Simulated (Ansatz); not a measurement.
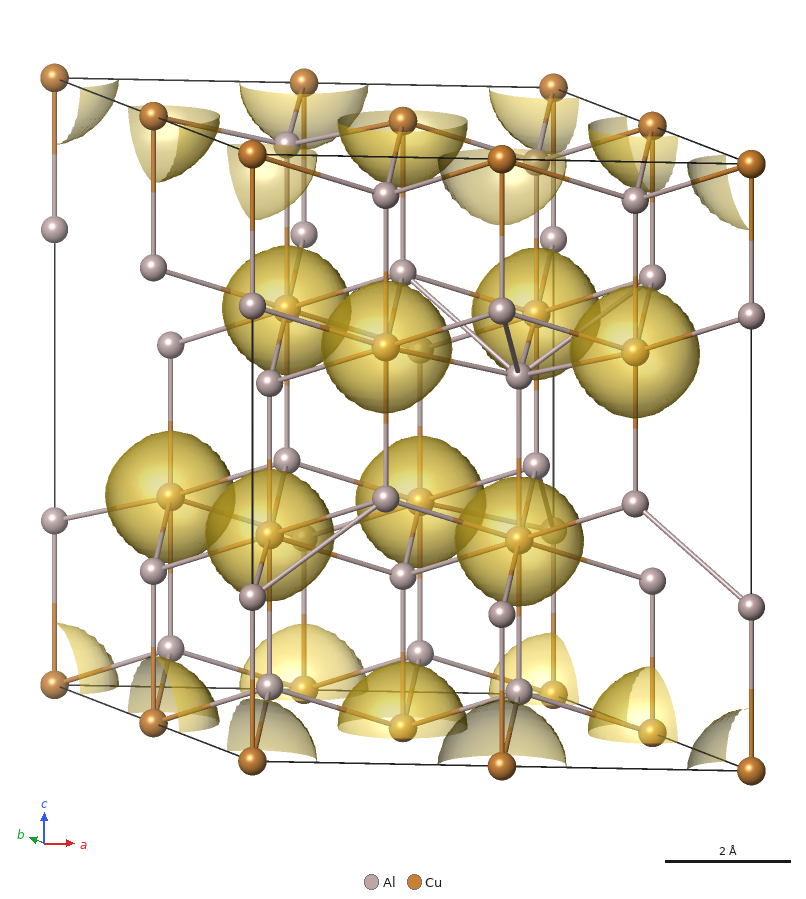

Figure 1: Al$_{2}$Cu. Isosurface of the valence charge density (pseudo) at 0.4 e/Å³ (yellow), seen slightly off an axis. Sticks mark near contacts.

Space group R3m; a structure from a database of computed crystals, not necessarily the ambient phase; changed on purpose from its base cell (atom 1 (Al) moved -0.200 A towards its neighbour atom 9 (Cu) at 2.480 A); not relaxed (largest force 1.1 eV/Å); computed without spin polarisation.

All numbers below come from DFT PBEsol, scalar-relativistic, plane waves, PAW (Ansatz 0.2.0).

The density is the valence pseudo-density of a PAW calculation; it isn't the true density close to the nuclei.

Question: What does this surface tell about the bonding?

Answer: At this value the density breaks into separate islands; it holds about 70 % of the electrons treated as valence (semicore included). It bridges none of the near contacts. It is pinched off along the sampled Al–Cu (2.42 Å), Al–Al (2.75 Å), Al–Cu (2.48 Å) and Al–Cu (2.68 Å) contacts. On the grid the lowest density along these lines, outside the cores, is 0.3 e/Å³ (Al–Cu, 2.42 Å), 0.23 e/Å³ (Al–Al, 2.75 Å), 0.27 e/Å³ (Al–Cu, 2.48 Å) and 0.22 e/Å³ (Al–Cu, 2.68 Å).

Question: Does the calculation give a band gap?

Answer: It is gapless in this calculation (a metal or semimetal).
